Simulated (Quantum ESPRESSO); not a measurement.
C: single-point calculation (part 2 of 2)

The same run, continued: C (4 atoms in the cell); Kohn-Sham DFT of a periodic cell, PBEsol, GBRV 1.5 PBEsol, no spin polarisation (Quantum ESPRESSO 7.5); cutoff 612.26 eV, 12×12×4 k-mesh, methfessel-paxton of 0.1 eV. The structure was built on a prototype by a generator; it need not be a known phase.

Geometry of the input (Å; fractional positions):
```
2.4610  0.0000  0.0000
-1.2305  2.1313  0.0000
0.0000  0.0000  6.7080
C  0.0000  0.0000  0.2500
C  0.0000  0.0000  0.7500
C  0.3333  0.6667  0.2500
C  0.6667  0.3333  0.7500
```

## The program's output, continued
```
   -11.1606 -10.9615  -0.4439  -0.3721   0.3824   1.7000   1.9415   1.9761
    13.4460  14.0698  14.4547  14.9582  15.2148  17.5160

          k = 0.0000 0.2887-0.1834 (  1200 PWs)   bands (ev):

   -11.0633 -11.0633  -0.4083  -0.4083   0.9978   0.9978   1.9588   1.9588
    14.1574  14.1574  14.9299  14.9299  15.5735  15.5735

          k = 0.0000 0.3849 0.0000 (  1206 PWs)   bands (ev):

   -10.0650  -9.8041  -2.6895  -2.5522   1.1921   1.2456   1.4826   3.2183
    11.4612  12.3944  14.1530  14.5830  14.9682  19.5004

          k = 0.0000 0.3849 0.0917 (  1202 PWs)   bands (ev):

   -10.0286  -9.8442  -2.6700  -2.5729   1.2000   1.2376   1.7044   2.9219
    11.5604  12.2263  14.5487  14.6998  15.1474  18.5481

          k = 0.0000 0.3849-0.1834 (  1202 PWs)   bands (ev):

    -9.9383  -9.9383  -2.6219  -2.6219   1.2187   1.2187   2.2772   2.2772
    11.8630  11.8630  14.7010  14.7010  16.6642  16.6642

          k = 0.0000 0.4811 0.0000 (  1206 PWs)   bands (ev):

    -8.6450  -8.4122  -4.8182  -4.6501   0.7143   0.7699   3.0485   4.4462
     9.2889  10.3182  14.2869  14.6711  16.0419  20.4298

          k = 0.0000 0.4811 0.0917 (  1216 PWs)   bands (ev):

    -8.6123  -8.4478  -4.7945  -4.6756   0.7224   0.7617   3.2390   4.2274
     9.3801  10.1139  14.3435  14.6157  16.6544  19.6410

          k = 0.0000 0.4811-0.1834 (  1214 PWs)   bands (ev):

    -8.5314  -8.5314  -4.7359  -4.7359   0.7419   0.7419   3.7187   3.7187
     9.6940   9.6940  14.4792  14.4792  18.1287  18.1287

          k = 0.0000-0.5773 0.0000 (  1212 PWs)   bands (ev):

    -7.2942  -7.1794  -6.3131  -6.2261   0.5504   0.6066   4.1648   4.8637
     8.4278   9.1326  14.1985  14.6065  18.0510  18.1380

          k = 0.0000-0.5773 0.0917 (  1218 PWs)   bands (ev):

    -7.2745  -7.1928  -6.3061  -6.2440   0.5585   0.5984   4.2951   4.8021
     8.4193   8.9295  14.2556  14.5447  18.5492  18.6164

          k = 0.0000-0.5773-0.1834 (  1212 PWs)   bands (ev):

    -7.2305  -7.2305  -6.2805  -6.2805   0.5785   0.5785   4.5825   4.5825
     8.5721   8.5721  14.3973  14.3973  19.3613  19.3613

          k = 0.0833 0.1443 0.0000 (  1197 PWs)   bands (ev):

   -12.1868 -11.8867  -1.0447   0.9318   2.2907   2.3237   2.9512   2.9754
    11.6082  15.6123  15.7315  16.7199  16.8954  16.9595

          k = 0.0833 0.1443 0.0917 (  1198 PWs)   bands (ev):

   -12.1453 -11.9332  -0.7979   0.5845   2.2957   2.3191   2.9543   2.9714
    12.3435  15.5921  15.7156  16.5152  16.7829  16.9023

          k = 0.0833 0.1443-0.1834 (  1198 PWs)   bands (ev):

   -12.0417 -12.0417  -0.1544  -0.1544   2.3076   2.3076   2.9625   2.9625
    14.1934  14.1934  15.6945  15.6945  16.8772  16.8778

          k = 0.0833 0.2406 0.0000 (  1212 PWs)   bands (ev):

   -11.5276 -11.2397  -0.2471   0.5578   0.6281   1.6693   1.9299   1.9755
    12.4164  14.8761  15.3383  15.7112  15.9397  18.4091

          k = 0.0833 0.2406 0.0917 (  1203 PWs)   bands (ev):

   -11.4876 -11.2842  -0.0070   0.5680   0.6180   1.3346   1.9364   1.9686
    13.1209  14.9342  15.2430  15.7323  15.9422  17.1584

          k = 0.0833 0.2406-0.1834 (  1200 PWs)   bands (ev):

   -11.3882 -11.3882   0.5861   0.5861   0.6257   0.6257   1.9522   1.9522
    14.8140  14.8140  15.1409  15.1409  15.9417  15.9417

          k = 0.0833 0.3368 0.0000 (  1203 PWs)   bands (ev):

   -10.5493 -10.2795  -1.5464  -1.4331   0.9208   1.0290   1.0895   2.7295
    12.5831  13.3016  13.6164  15.4310  15.7738  18.9892

          k = 0.0833 0.3368 0.0917 (  1208 PWs)   bands (ev):

   -10.5117 -10.3210  -1.5302  -1.4501   1.0376   1.0805   1.1499   2.4172
    12.6593  13.1792  14.2947  15.4707  15.7539  18.0125

          k = 0.0833 0.3368-0.1834 (  1206 PWs)   bands (ev):

   -10.4183 -10.4183  -1.4905  -1.4905   1.0589   1.0589   1.7436   1.7436
    12.9027  12.9027  15.4707  15.4707  16.1787  16.1787

          k = 0.0833 0.4330 0.0000 (  1210 PWs)   bands (ev):

    -9.2696  -9.0237  -3.6995  -3.5495   0.3867   0.4541   2.3954   3.9946
    10.2556  11.2014  15.0319  15.2259  15.5994  19.7288

          k = 0.0833 0.4330 0.0917 (  1212 PWs)   bands (ev):

    -9.2352  -9.0614  -3.6781  -3.5721   0.3963   0.4441   2.6037   3.7283
    10.3594  11.0331  15.1513  15.3742  15.9526  18.9693

          k = 0.0833 0.4330-0.1834 (  1210 PWs)   bands (ev):

    -9.1499  -9.1499  -3.6257  -3.6257   0.4200   0.4200   3.1376   3.1376
    10.6660  10.6660  15.2874  15.2874  17.3933  17.3933

          k = 0.0833 0.5292 0.0000 (  1215 PWs)   bands (ev):

    -7.7528  -7.5473  -5.6695  -5.5015   0.0550   0.1251   3.9298   4.9586
     8.6090   9.4193  14.9296  15.3554  17.1576  19.2526

          k = 0.0833 0.5292 0.0917 (  1213 PWs)   bands (ev):

    -7.7235  -7.5783  -5.6463  -5.5274   0.0650   0.1147   4.0890   4.8262
     8.6446   9.2310  14.9881  15.2893  17.6574  19.3514

          k = 0.0833 0.5292-0.1834 (  1218 PWs)   bands (ev):

    -7.6518  -7.6518  -5.5883  -5.5883   0.0897   0.0897   4.4695   4.4695
     8.8651   8.8651  15.1342  15.1342  18.7261  18.7261

          k = 0.1667 0.2887 0.0000 (  1205 PWs)   bands (ev):

   -10.7117 -10.4389  -0.7607  -0.7050   0.5498   0.5907   0.7314   2.5631
    13.1283  13.4267  13.6211  16.8619  17.0966  18.5615

          k = 0.1667 0.2887 0.0917 (  1209 PWs)   bands (ev):

   -10.6737 -10.4810  -0.7522  -0.7129   0.5550   0.5838   0.9627   2.2458
    13.1982  13.5396  14.0984  16.8471  17.0970  17.8112

          k = 0.1667 0.2887-0.1834 (  1210 PWs)   bands (ev):

   -10.5794 -10.5794  -0.7322  -0.7322   0.5686   0.5686   1.5631   1.5631
    13.3685  13.3685  15.7296  15.7296  17.0891  17.0891

          k = 0.1667 0.3849 0.0000 (  1213 PWs)   bands (ev):

    -9.5876  -9.3357  -2.5226  -2.4147  -0.5308  -0.4557   2.0542   3.7391
    11.0925  11.7380  14.8154  17.0116  17.4648  19.0552

          k = 0.1667 0.3849 0.0917 (  1214 PWs)   bands (ev):

    -9.5524  -9.3744  -2.5069  -2.4306  -0.5204  -0.4673   2.2701   3.4527
    11.1810  11.6387  15.3957  17.0428  17.4230  18.3801

          k = 0.1667 0.3849-0.1834 (  1208 PWs)   bands (ev):

    -9.4651  -9.4651  -2.4689  -2.4689  -0.4944  -0.4944   2.8275   2.8275
    11.4055  11.4055  16.6919  16.6919  17.4024  17.4024

          k = 0.1667 0.4811 0.0000 (  1224 PWs)   bands (ev):

    -8.1873  -7.9637  -4.4728  -4.3201  -1.1153  -1.0216   3.6146   4.9900
     9.1305   9.9032  16.5110  16.7990  17.3378  19.2055

          k = 0.1667 0.4811 0.0917 (  1218 PWs)   bands (ev):

    -8.1559  -7.9978  -4.4511  -4.3431  -1.1020  -1.0357   3.8013   4.7733
     9.2147   9.7679  16.7978  16.8849  17.3414  18.6916

          k = 0.1667 0.4811-0.1834 (  1222 PWs)   bands (ev):

    -8.0781  -8.0781  -4.3978  -4.3978  -1.0692  -1.0692   4.2719   4.2719
     9.4673   9.4673  16.9429  16.9429  17.9235  17.9235

          k = 0.1667 0.5773 0.0000 (  1223 PWs)   bands (ev):

    -6.8707  -6.7606  -5.8980  -5.8205  -1.3019  -1.2038   4.7667   5.4511
     8.3703   8.6960  16.6714  17.2388  18.4243  18.5545

          k = 0.1667 0.5773 0.0917 (  1218 PWs)   bands (ev):

    -6.8519  -6.7735  -5.8919  -5.8364  -1.2879  -1.2185   4.8971   5.3952
     8.3290   8.5800  16.7273  17.1183  18.2266  18.5146

          k = 0.1667 0.5773-0.1834 (  1208 PWs)   bands (ev):

    -6.8098  -6.8098  -5.8690  -5.8690  -1.2536  -1.2536   5.1830   5.1830
     8.3773   8.3773  16.8817  16.8817  18.2982  18.2982

          k = 0.2500 0.4330 0.0000 (  1213 PWs)   bands (ev):

    -8.3393  -8.1116  -3.5322  -3.4544  -2.0316  -1.9731   3.4910   4.9744
     9.4783  10.0954  16.3475  18.6774  18.7689  19.0284

          k = 0.2500 0.4330 0.0917 (  1222 PWs)   bands (ev):

    -8.3072  -8.1464  -3.5202  -3.4652  -2.0248  -1.9834   3.6861   4.7302
     9.5695  10.0036  16.6706  18.0158  19.0747  19.1719

          k = 0.2500 0.4330-0.1834 (  1228 PWs)   bands (ev):

    -8.2282  -8.2282  -3.4920  -3.4920  -2.0058  -2.0058   4.1840   4.1840
     9.7872   9.7872  17.2970  17.2970  19.3472  19.3479

          k = 0.2500 0.5292 0.0000 (  1227 PWs)   bands (ev):

    -6.8809  -6.6936  -4.9967  -4.8677  -2.7627  -2.6616   5.0520   6.0870
     8.0282   8.5844  18.0694  18.2999  18.4514  18.6845

          k = 0.2500 0.5292 0.0917 (  1227 PWs)   bands (ev):

    -6.8541  -6.7217  -4.9784  -4.8872  -2.7491  -2.6775   5.2091   5.9508
     8.0810   8.4756  17.4460  17.6961  18.8930  19.5504

          k = 0.2500 0.5292-0.1834 (  1230 PWs)   bands (ev):

    -6.7886  -6.7886  -4.9334  -4.9334  -2.7144  -2.7144   5.5884   5.5884
     8.2530   8.2530  17.2492  17.2492  19.4056  19.4056

          k = 0.3333 0.5773 0.0000 (  1215 PWs)   bands (ev):

    -5.6525  -5.5530  -5.5530  -5.4579  -3.6465  -3.6465   6.3042   6.9296
     6.9296   7.6841  17.8807  17.8807  19.0937  19.3428

          k = 0.3333 0.5773 0.0917 (  1233 PWs)   bands (ev):

    -5.6250  -5.5518  -5.5518  -5.4875  -3.6492  -3.6492   6.4839   6.9474
     6.9474   7.4544  17.2794  17.2794  19.5494  20.3064

          k = 0.3333 0.5773-0.1834 (  1236 PWs)   bands (ev):

    -5.5573  -5.5573  -5.5505  -5.5505  -3.6519  -3.6519   6.9449   6.9449
     6.9654   6.9654  16.9117  16.9118  20.6107  20.6107

     the Fermi energy is     6.9469 ev

!    total energy              =     -45.90006632 Ry
     estimated scf accuracy    <          8.0E-11 Ry
     smearing contrib. (-TS)   =      -0.00006928 Ry
     internal energy E=F+TS    =     -45.89999704 Ry

     The total energy is F=E-TS. E is the sum of the following terms:
     one-electron contribution =     -11.00755615 Ry
     hartree contribution      =      13.38988920 Ry
     xc contribution           =     -14.43076603 Ry
     ewald contribution        =     -33.85156406 Ry

     convergence has been achieved in   8 iterations

     Forces acting on atoms (cartesian axes, Ry/au):

     atom    1 type  1   force =     0.00000000   -0.00000000    0.00000000
     atom    2 type  1   force =     0.00000000   -0.00000000   -0.00000000
     atom    3 type  1   force =     0.00000000    0.00000000    0.00000000
     atom    4 type  1   force =     0.00000000   -0.00000000    0.00000000

     Total force =     0.000000     Total SCF correction =     0.000000

     Computing stress (Cartesian axis) and pressure

          total   stress  (Ry/bohr**3)                   (kbar)     P=       -3.68
  -0.00007598  -0.00000000   0.00000000          -11.18       -0.00        0.00
   0.00000000  -0.00007598  -0.00000000            0.00      -11.18       -0.00
   0.00000000   0.00000000   0.00007701            0.00        0.00       11.33

=------------------------------------------------------------------------------=
   JOB DONE.
=------------------------------------------------------------------------------=
```

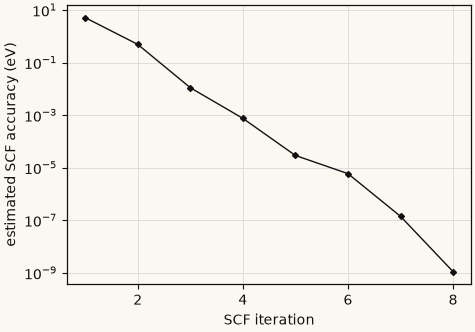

*Convergence of the self-consistent field: estimated SCF accuracy against the iteration.*

The field takes 8 iterations in all.

## Key numbers

- outcome: converged
- space group (tolerance 0.01 Å): P6₃/mmc (194)
- electrons treated: 16
- free energy: −624.5022 eV
- Fermi energy: 6.947 eV
- gap on the k-point mesh: none (metallic)
- pressure: −0.37 GPa
- largest force (length of the vector): under 0.001 eV/Å
- wall time: 5.4 s (CPU time 19 s)
- peak memory: 0.24 GiB
